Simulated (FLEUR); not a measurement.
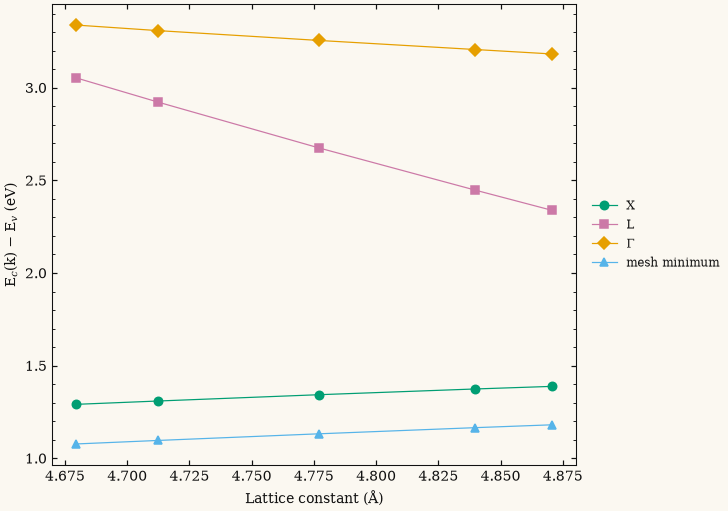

Lowest conduction level at each named k point, counted from the valence-band top at Γ, and the lowest one over the whole k mesh (the mesh minimum, which lies off these points).

System: zincblende BAs, space group F-43m, 2 atoms in the primitive cell. The cell is scaled uniformly. Method: LDA, all-electron, no spin polarisation, no spin-orbit coupling, 10×10×10 k mesh (FLEUR MaX-R8.1 (later development tree)).

How does each level move from a = 4.679 Å to a = 4.871 Å?

Answer. X rises by 0.10 eV, L falls by 0.71 eV, Γ falls by 0.16 eV and the mesh minimum rises by 0.10 eV.

What are the deformation potentials dE/d ln V?

Answer. Straight lines against ln V have slopes of +0.8 eV at X, −5.9 eV at L, −1.3 eV at Γ and +0.9 eV at the mesh minimum.

The values:
```csv
cell,X (eV),L (eV),Γ (eV),mesh minimum (eV)
a = 4.679 Å,1.29,3.05,3.34,1.08
a = 4.712 Å,1.31,2.92,3.31,1.10
a = 4.777 Å,1.34,2.67,3.25,1.13
a = 4.840 Å,1.37,2.45,3.21,1.17
a = 4.871 Å,1.39,2.34,3.18,1.18
```

Spin-orbit coupling is left out, which matters for As. LDA, GGA and most meta-GGA functionals understate gaps.
